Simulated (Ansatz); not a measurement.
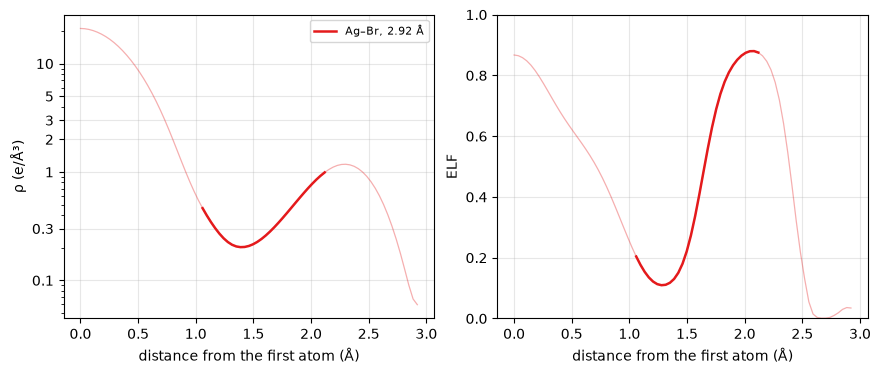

Figure. AgBr. Valence charge density (pseudo) and ELF along straight lines between neighbouring atoms. Thin, pale parts lie inside the atomic spheres.

Space group Fm-3m.

Theory: Ansatz 0.2.0, DFT PBE, spin-orbit coupling, plane waves, PAW.

In a PAW calculation such maps are meaningful between the atoms, not at the nuclei.

**What can be read from the curves?**

Ag–Br (2.92 Å): the density is about 0.21 e/Å³ at the midpoint; the ELF is about 0.20 at the midpoint.
